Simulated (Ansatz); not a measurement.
## Run report: TaN, single-point calculation (part 3 of 3)

Continued. System: TaN (2 atoms in the cell). Method: DFT r2SCAN+U+J, scalar-relativistic, plane waves, PAW, U = 4 eV, J = 0.9 eV on Ta atom 1 d, spin-polarised (Ansatz 0.2.0); cutoff 500 eV, 7×7×7 k-mesh, Gaussian smearing of 0.05 eV, collinear spins. The structure was built on a prototype by a generator; it need not be a known phase. It belongs to a series of runs on one base structure; here: random orbitals: harmonics, high filling.

Geometry of the input (Å; fractional positions):
```
0.0000  2.4911  2.4911
2.4911  0.0000  2.4911
2.4911  2.4911  0.0000
Ta 0.0000  0.0000  0.0000
N  0.2500  0.2500  0.2500
```

**What the program printed, continued**
```
SCF iter  50: F=-10326.901654 eV  HF=-10326.901654 eV  |F-HF|=2.01e-8  |Δ(HF+E_count)|=   4.10e-7  Δρ=8.81e-6 (↑5.97e-6 ↓8.81e-6)  dr2=4.13e-8  dr2_τ=3.04e-9  dr2_m=8.24e-9  M=0.303 μB ∫|m|=0.434 μB  ethr=5.56e-10  ⟨swp⟩=7.6  Hψ=3585  notcnv=0
SCF iter  51: F=-10326.901654 eV  HF=-10326.901654 eV  |F-HF|=5.22e-10  |Δ(HF+E_count)|=   1.13e-8  Δρ=1.28e-6 (↑1.01e-6 ↓1.28e-6)  dr2=7.85e-11  dr2_τ=4.65e-11  dr2_m=3.52e-10  M=0.303 μB ∫|m|=0.434 μB  ethr=2.29e-10  ⟨swp⟩=5.5  Hψ=2914  notcnv=0
SCF iter  52: F=-10326.901654 eV  HF=-10326.901654 eV  |F-HF|=5.46e-12  |Δ(HF+E_count)|=   1.10e-9  Δρ=2.49e-7 (↑2.49e-7 ↓9.91e-8)  dr2=9.11e-12  dr2_τ=1.09e-12  dr2_m=7.17e-12  M=0.303 μB ∫|m|=0.434 μB  ethr=1.00e-12  ⟨swp⟩=4.5  Hψ=2551  notcnv=0
SCF iter  53: F=-10326.901654 eV  HF=-10326.901654 eV  |F-HF|=3.64e-12  |Δ(HF+E_count)|=    0.00e0  Δρ=2.49e-7 (↑2.49e-7 ↓9.91e-8)  dr2=9.11e-12  dr2_τ=1.09e-12  dr2_m=7.17e-12  M=0.303 μB ∫|m|=0.434 μB  ethr=1.00e-12  ⟨swp⟩=4.5  Hψ=2556  notcnv=0
WARN: hamiltonian.hubbard: on 1 of 2 specified blocks the occupation matrix of this SCF's result fails the test of the specified filling. At site 0 ↑ (sites count from 0 in the list of atoms of the cell that this SCF solves) the least filled combination of the orbitals specified full has occupation 0.316, and the fullest combination of the orbitals specified empty has occupation 0.429; the filling counts as kept where the first is at least 0.75 and exceeds the second by more than 0.25. The state of this SCF's result may not hold the specified filling, though these bounds can also misjudge a state that does. This warning does not say which state is lower in energy, or whether the specified filling is a self-consistent state at all; see hamiltonian.hubbard.sites[].starting_ns, Limitations, and scf.initial_density.shell_occupations in the input reference
SCF 1 converged in 53 iterations: F = -10326.901654 eV  dr2 = 9.11e-12
  greatest PAW one-centre occupation: 0.998 electrons in one spin orbital (limit 2), on the Ta atom at site 0 (counted from 0), in its partial waves of l = 0
SCF converged after 53 iterations
Magnetization: 0.3032 μB (9.1516 up, 8.8484 down)
Absolute magnetization: 0.4345 μB (∫|ρ↑−ρ↓|, with the PAW one-centre terms)
Spin contamination: 0.0202 ħ² per cell (⟨S²⟩ above its minimum at these occupations)
Per-site moments (μB) at R_I (Å): [(0.17745645480428168, 0.8899249380859772), (-0.05199385406917019, 0.8899249380859772)]
Free energy (F): -10326.901654 eV
Harris-Foulkes:  -10326.901654 eV  (|F-HF|=3.64e-12)
Internal energy: -10326.899524 eV  (E = F + TS)
E sigma→0 (E₀):  -10326.900589 eV
Entropy (-TS):   -0.002131 eV (-1.065 meV/atom)
Fermi energy:    14.290070 eV
--- Per-component energies (eV) ---
  E_band       = -187.872510
  E_kinetic    = 489.728268
  E_local      = -946.627924  (includes V_loc(G=0)·N_el)
  E_nonlocal   = 57.659824
  E_hartree    = 317.460692
  E_xc         = -261.256559
  E_vxc        = -302.418484  (∫ρ·V_xc dr)
  E_hubbard    = 3.345549  (on-site DFT+U / exact-exchange correction)
  E_vhub       = 1.339748  (the Hubbard potential's part of the band-sum identity)
  E_paw        = -8550.422359  (= ΣΔE_a)
  E_vpaw       = -138.270035  (= ΣTr[D̂ρ^β])
  E_aug_tail   = 0.000106  (compensation charges beyond the density's cutoff)
  E_vtau       = 15.794669  (kinetic-family band-sum trace: ∫τ·v_τ [+ j·A + Jᵃ·Aᵃ] dr)
  E_ewald      = -1436.001276
  E_core_change = -0.785845  (= ΣΔE_core)
  E_smearing   = -0.002131  (= −TS)
  E_closure    = 0.000000  (closes the sum)
  Σ components = -10326.901654   (vs F -10326.901654, Δ=0.00e0)
--- DFT+U+J on-site energies (Liechtenstein; fll double counting; per corrected site; eV) ---
  site 0 (l=d): U=4.0000  J=0.9000  Tr N=3.4525  E_int=19.118506  E_dc=15.772957  E_U=3.345549
--- Specified on-site occupations, and those of the state reported ---
  electrons in the specified blocks: 2.1000 specified, 3.4525 found
  site 0 (l=d) ↑: largest change of an orbital's occupation 0.6542; electrons 2.0000 specified, 1.9179 found; spectral distance 0.9633
  site 0 (l=d) ↓: largest change of an orbital's occupation 0.3817; electrons 0.1000 specified, 1.5346 found; spectral distance 0.6921
--- Forces (eV/Å), atoms counted from 1 ---
  atom   1  Ta     0.00000000    -0.00000000    -0.00000000
  atom   2  N     -0.00000000     0.00000000    -0.00000000
  max |Σ_I F_I| component: 9.25e-17 eV/Å
--- Stress (GPa, compression-positive) ---
      -26.631726      -0.000000      -0.000000
        0.000000     -26.631726      -0.000000
       -0.000000      -0.000000     -26.631726
  P = ⅓ Tr σ = -26.6317 GPa (-266.317 kbar)
--- Band table (eV; the first three rows and the last of 40) ---
  k-point 0 ↑: bands = ["-57.8858", "-23.5985", "-23.5985", "-23.5985", "-3.5360", "7.6624", "7.6624", "7.6624", "12.6339", "14.5972", "14.5972", "19.1178", "19.1178", "19.1178"]
  k-point 1 ↑: bands = ["-57.8838", "-23.6459", "-23.6052", "-23.6052", "-3.3495", "7.3054", "7.7988", "7.7988", "13.6248", "14.4182", "14.4182", "18.5883", "19.2390", "19.2390"]
  k-point 2 ↑: bands = ["-57.8784", "-23.7507", "-23.6200", "-23.6200", "-2.9441", "7.0153", "8.0719", "8.0719", "14.3981", "14.3981", "15.0498", "17.7503", "18.8357", "18.8357"]
  k-point 19 ↓: bands = ["-57.7044", "-23.5407", "-23.4830", "-23.4204", "-2.3986", "7.7219", "8.2588", "9.2633", "11.9023", "14.7923", "16.4126", "17.4557", "18.5680", "22.5044"]
Occupation matrices written to [file]
--- Löwdin populations: 2 sites ---
  site symbol       q [e]    m [muB]
     0     Ta     11.9941     0.3844
     1      N      5.8557    -0.0747
  spilling = 0.008343 (of n_electrons = 18.000000)
--- Occupation matrices: 1 shell (run DFT+U table (all-electron-ortho-atomic); ε = 3.30e-4) ---
  Ta0 d_5D: site group Td (-43m)
  Ta0 d_5D up     Tr n = 1.9179  λ = 0.316 0.316 0.429 0.429 0.429  [2× z2 0.50 (E 1.00) E(1.00) | 3× xz 0.33 (T2 1.00) T2(1.00)]
  Ta0 d_5D dn     Tr n = 1.5346  λ = 0.165 0.165 0.402 0.402 0.402  [2× z2 0.50 (E 1.00) E(1.00) | 3× xz 0.33 (T2 1.00) T2(1.00)]
  specified occupation → Ta0 d_5D up: matrix, ‖Δ‖_F = 1.1650, Tr Δ = +0.0821, displaced = 1.2673, d_λ = 0.9633; orbital distance = 1.8257
  specified occupation → Ta0 d_5D dn: matrix, ‖Δ‖_F = 0.6921, Tr Δ = -1.4346, displaced = 0.7173, d_λ = 0.6921; orbital distance = 0.0000
  Tr n, λ and their labels are of the run-group-symmetrised matrices; stabiliser: 24 of 48 elements of G0×{1,Θ} (closed), max defect 1.1e-15 at τ = 7.0e-5
```

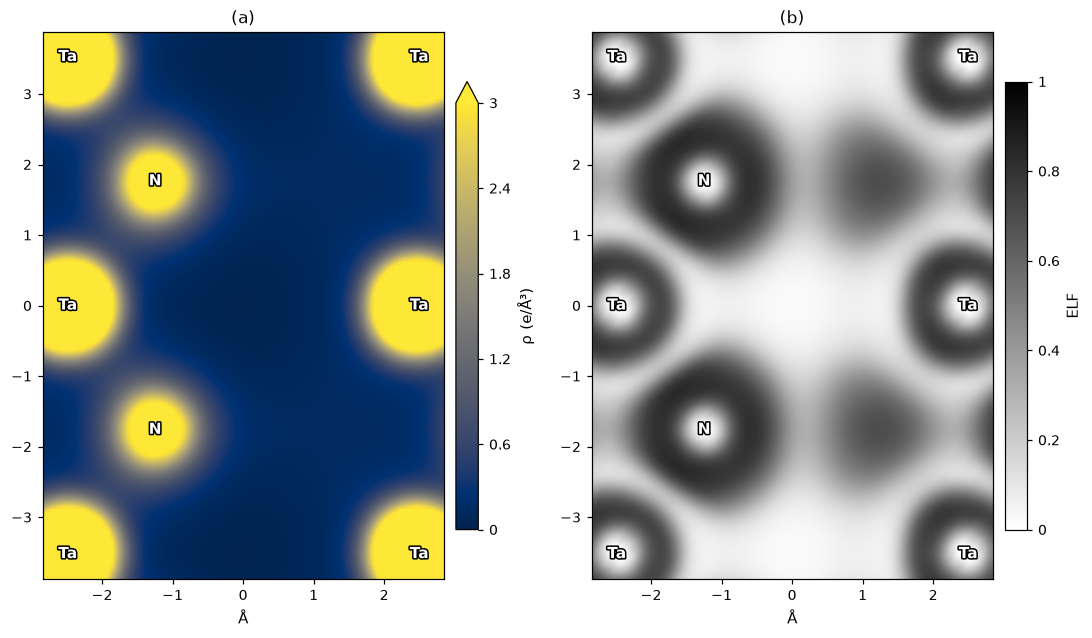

Figure 1. (a) valence pseudo-density; (b) electron localisation function on the (110) plane of the conventional cell. The section cuts through Ta and N sites. Ta–N (2.16 Å): ρ at the midpoint is about 0.66 e/Å³; the ELF is about 0.25 at the midpoint; a polar contact without a shared pair, in a metal. Away from the nuclei the density in this plane falls to 0.03 e/Å³ at its lowest.The strong features right at Ta lie inside the PAW spheres (semicore, d or f shells) and say nothing about bonding. The fields are those of the smooth PAW valence density.

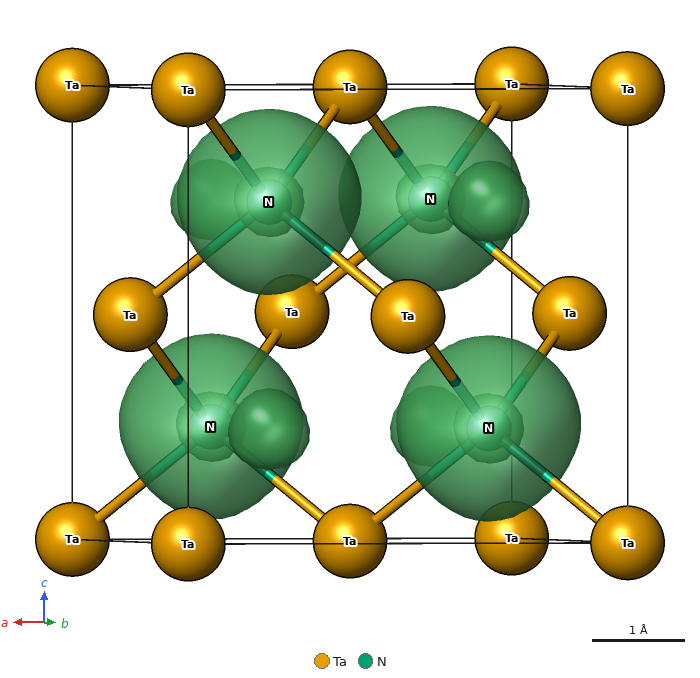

Figure 2. Isosurface of the electron localisation function at 0.6 (green), seen at an oblique angle. Core shells and regions of very low density are left out. Sticks mark near contacts. The outline is the cell set on symmetry axes. Along the contacts the grid gives the following. Ta–N (2.16 Å): the ELF is about 0.25 at the midpoint; a polar contact without a shared pair, in a metal.

**Key numbers**

```json
{"quantity": "outcome", "value": "converged"}
{"quantity": "space group (tolerance 0.01 Å)", "value": "F-43m (216)"}
{"quantity": "electrons treated", "value": "18"}
{"quantity": "free energy", "value": "−10326.9017 eV"}
{"quantity": "Fermi energy", "value": "14.290 eV"}
{"quantity": "gap on the k-point mesh", "value": "none (metallic)"}
{"quantity": "net moment of the cell", "value": "0.30 μB"}
{"quantity": "integrated absolute moment", "value": "0.43 μB"}
{"quantity": "pressure", "value": "−26.63 GPa"}
{"quantity": "largest force (length of the vector)", "value": "under 0.001 eV/Å"}
{"quantity": "wall time", "value": "56 s (CPU time 1.8 min)"}
{"quantity": "peak memory", "value": "0.42 GiB"}
```

**Notes**

Warnings of the run: the typed occupations were not kept. Spin–orbit coupling is left out, which matters for Ta. The cell is under a tension of 27 GPa at this level, so it is not at its equilibrium volume.
